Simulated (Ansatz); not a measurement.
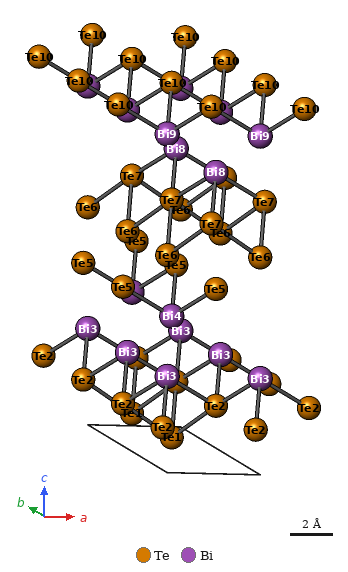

This is the input geometry for a relaxation of a slab of composition Bi2Te3 (cut from the R-3m phase). The picture is a ball-and-stick view of the 1 × 2 repeat of the cell, outlined in the plane, without the vacuum, seen from a free direction.

The slab is the (0 0 1) face of Bi2Te3.

Level of theory: DFT PBE, scalar-relativistic, plane waves, PAW in Ansatz 0.2.0.

The input:
```yaml
crystal:
  lattice:
    - [4.4688122866, 0.0, 0.0]
    - [-2.2344061433, 3.8701049649, 0.0]
    - [0.0, 0.0, 32.7002686743]
  atoms:
    - { symbol: Te, position: [0.3333333333, 0.6666666667, 0.2293559137] }
    - { symbol: Te, position: [0.6666666667, 0.3333333333, 0.2909158649] }
    - { symbol: Bi, position: [0.0, 0.0, 0.3457039724] }
    - { symbol: Bi, position: [0.3333333333, 0.6666666667, 0.4144316252] }
    - { symbol: Te, position: [0.6666666667, 0.3333333333, 0.4692194088] }
    - { symbol: Te, position: [0.0, 0.0, 0.5307805912] }
    - { symbol: Te, position: [0.3333333333, 0.6666666667, 0.5923405425] }
    - { symbol: Bi, position: [0.6666666667, 0.3333333333, 0.6471286499] }
    - { symbol: Bi, position: [0.0, 0.0, 0.7158563027] }
    - { symbol: Te, position: [0.3333333333, 0.6666666667, 0.7706440863] }
basis:
  ecutwfc: 420
kpoints:
  mp_grid: { grid: [9, 9, 1] }
hamiltonian:
  xc: pbe
scf:
  occupations: { method: gaussian, width: 0.1 }
output:
  forces: true
  eigenvalues: true
  write_density: true
  write_potential: true
  elf: true
  volumetric_format: npy
relax:
  adjacent_minimum: "off"
  f_tol: 0.02
  max_steps: 60
efield:
  axis: 3
  dipole_correction: true
  ramp_width: 0.04
```

Run as
```bash
ansatz run input.yaml --threads 4 --pin off --max-ram 9216MiB --backend cpu --events-out ev --progress --plain --runs-dir out
```

Question: What does the optimiser find from here?

Answer: The energy falls by 0.202 eV per cell of the calculation in 4 geometry steps. Largest force component: 0.74 eV/Å at the start, 0.0059 eV/Å at the end. The atom that moves furthest relative to the layer's centre is Te1 (0.22 Å along the normal (+c)). Largest moves by element: Te 0.22 Å, Bi 0.09 Å. The cell stays as it was. Near-neighbour distances that change, for instance: Te1–Te2 3.272 → 3.119 Å, Te6–Te7 3.272 → 3.158 Å, Bi9–Te10 3.141 → 3.094 Å, Te7–Bi8 3.141 → 3.166 Å. Among the angles between lasting bonds that change: Te2–Te1–Te2 86.1° → 91.5°, Te6–Te7–Te6 86.1° → 90.1°, Te6–Te7–Bi8 176.8° → 179.8°.

After the run, drawn alike:

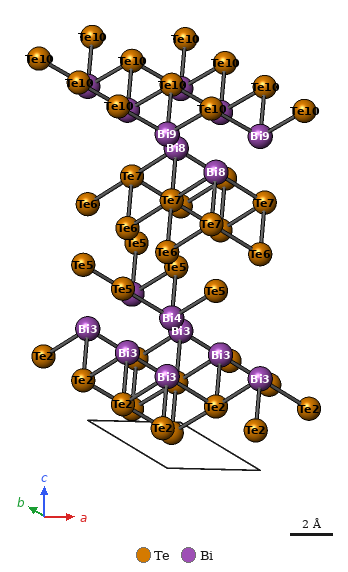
